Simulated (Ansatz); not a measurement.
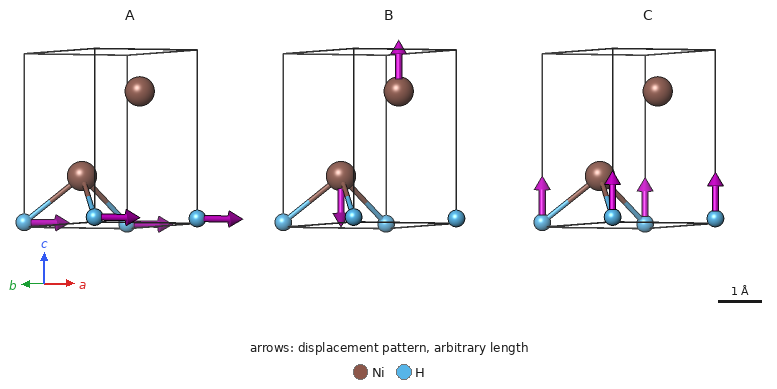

Modes of solid Ni2H, space group P-3m1 (No. 164), at the zone centre (one member of each degenerate set). The purple arrows are the displacements of the atoms (eigenvector over the root of the mass), of arbitrary overall length and sign. The picture is a ball-and-stick view of the cell of the calculation, seen from a free direction.

Method: DFT LDA, scalar-relativistic, plane waves, PAW in Ansatz 0.2.0.

The frequencies depend somewhat on the k-mesh and the smearing.

Which are infrared-active and which Raman-active?

Answer. A is E_u, infrared-active by symmetry (785 cm⁻¹). B is A₁g, Raman-active by symmetry (306 cm⁻¹). C is A₂u, infrared-active by symmetry (806 cm⁻¹). The crystal has a centre of inversion, so no mode is both. In a metal the free carriers screen the infrared response.

Limits of the set-up: an element that often carries a moment was run without spin polarisation.
